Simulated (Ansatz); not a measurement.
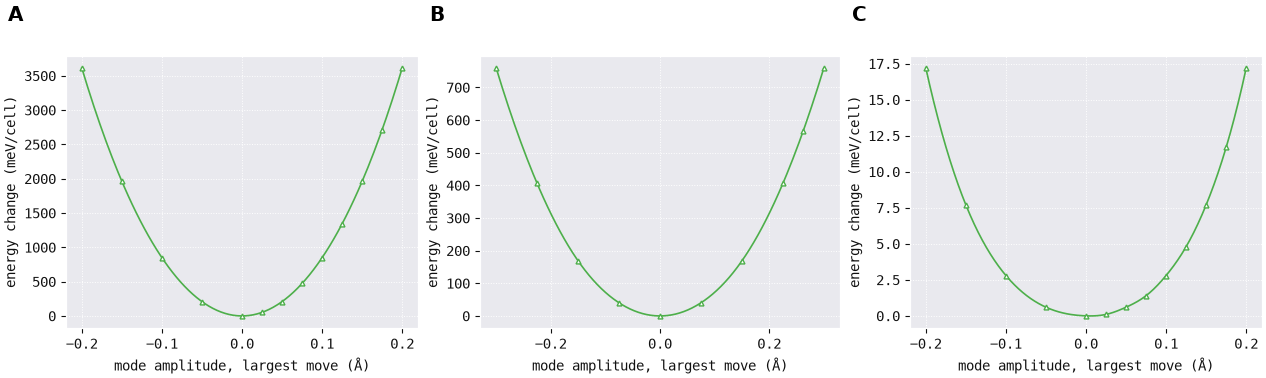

Each panel shows the energy change against mode amplitude for one of these solids: Ge, I4_1/amd (No. 141), 18.7 Å³/atom; HfO₂, P4_2/nmc (No. 137), 11.1 Å³/atom; SiO₂, P4_2/mnm (No. 136), 7.8 Å³/atom.

Method: a normal mode of the cell frozen into a crystal at growing amplitude, by plane-wave density functional theory with PAW datasets, free energies less that of the undisturbed cell, pressure positive in compression; scalar-relativistic (Ansatz 0.2.0). Level: r2SCAN, no spin polarisation.

Q: Match the panels to the solids.

A: A is SiO₂ (energy change from 0.0 meV/cell to 3613.8 meV/cell); B is Ge (energy change from 0.0 meV/cell to 759.6 meV/cell); C is HfO₂ (energy change from 0.0 meV/cell to 17.2 meV/cell).
